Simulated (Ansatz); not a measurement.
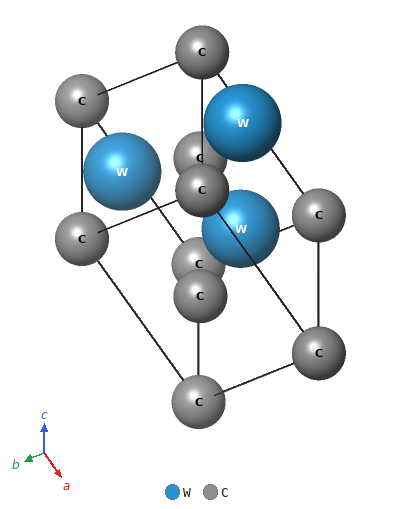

The image is a spheres-only drawing of a crystal, viewed from a general direction. Thin lines show the conventional unit cell, with boundary atoms drawn in all their periodic places.

WC, space group Cm (No. 8), a = 4.36 Å, b = 4.36 Å, c = 3.09 Å, α = 90.00°, β = 135.00°, γ = 90.00°.

Results below were computed with DFT r2SCAN, scalar-relativistic, plane waves, PAW (Ansatz); the settings were E_cut = 500 eV, k-points about 0.10 Å⁻¹ apart, Gaussian smearing of 0.15 eV, no spin polarisation.

Is it conducting or gapped at this level?

Answer. A metal: bands cross the Fermi level.

What is the computed pressure?

Answer. The computed pressure is 44.1 GPa (compressed: it would expand). The stress isn't hydrostatic: its largest component is 111.8 GPa.

Starting structure: a structure listed in the Materials Project. The cell was then strained or its atoms displaced on purpose. Ansatz was used for an electronic-structure calculation on it.

At this level of theory the cell isn't at rest (compressed, at 44 GPa and forces up to 7.6 eV/Å), so its distances can differ from those at equilibrium, the more so the softer the solid.
